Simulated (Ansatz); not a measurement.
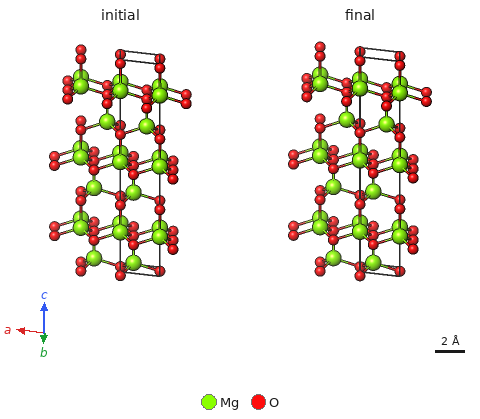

The structure of solid MgO (set up in Cm) before (left) and after (right) a relaxation, at one scale.

A ball-and-stick model of the cell of the calculation, reduced to other axes, repeated 2 × 1 × 1 with one cell outlined, seen from a free direction. Lengths and directions refer to the drawn axes.

Computed with DFT PBE, scalar-relativistic, plane waves, PAW in Ansatz.

Input file:
```yaml
crystal:
  lattice:
    - [2.82295918, -1.62886691, 0.0]
    - [2.82295918, 1.62886691, 0.0]
    - [-0.00493765, 0.0, 15.46054173]
  atoms:
    - { symbol: Mg, position: [0.33307219, 0.33307219, 0.64800021] }
    - { symbol: Mg, position: [0.33341479, 0.33341479, 0.97920186] }
    - { symbol: Mg, position: [4.8e-07, 4.8e-07, 0.81377536] }
    - { symbol: Mg, position: [0.99881263, 0.99881263, 0.48210472] }
    - { symbol: Mg, position: [0.00116271, 0.00116271, 0.14743209] }
    - { symbol: Mg, position: [0.66676134, 0.66676134, 0.31389457] }
    - { symbol: O, position: [0.33329153, 0.33329153, 0.85160773] }
    - { symbol: O, position: [0.33230001, 0.33230001, 0.52041924] }
    - { symbol: O, position: [0.00027639, 0.00027639, 0.01841396] }
    - { symbol: O, position: [0.99989633, 0.99989633, 0.68599918] }
    - { symbol: O, position: [0.99997574, 0.99997574, 0.35310817] }
    - { symbol: O, position: [0.66774651, 0.66774651, 0.18607187] }
basis:
  ecutwfc: 420
kpoints:
  mp_grid: { grid: [8, 8, 2] }
hamiltonian:
  xc: pbe
scf:
  occupations: { method: gaussian, width: 0.02 }
output:
  forces: true
  stress: true
  eigenvalues: true
  write_density: true
  write_potential: true
  elf: true
  volumetric_format: npy
relax:
  adjacent_minimum: "off"
  f_tol: 0.01
  max_steps: 80
  cell: { stress_tol: 0.05 }
```

Command:
```bash
ansatz run input.yaml --threads 1 --pin off --max-ram 2560MiB --backend cpu --events-out ev --progress --plain --runs-dir out
```

### Describe what moved and what it gained.

Over 4 accepted moves (6 points after the start) the energy falls by 4.5 meV per atom. The largest force component goes from 0.04 to 0.0013 eV/Å. Pressure: 3.85 GPa at the start and 0.01 GPa at the end. The SCF was repeated twice at an unchanged geometry on a basis and grid sized afresh for the cell, which shifted the energy by 1.3 meV per atom at most. The atom that moves furthest relative to the cell is Mg4 (0.009 Å in a general direction near [−1 −3 1]). Largest moves by element: Mg 0.009 Å, O 0.006 Å. Cell: a 3.258 → 3.289 Å (+0.9 %), b 3.259 → 3.289 Å (+0.9 %), c 15.461 → 15.671 Å (+1.4 %). Volume +3.2 %. Among the contacts that change: Mg1–O8 1.972 → 1.996 Å, Mg4–O11 1.994 → 2.016 Å, Mg1–O10 1.971 → 1.991 Å, Mg2–O9 1.977 → 1.997 Å. Within 0.06 Å the space group is P3m1 at the start and P3m1 at the end; at a tighter tolerance small leftover displacements or strains of the cell lower it.
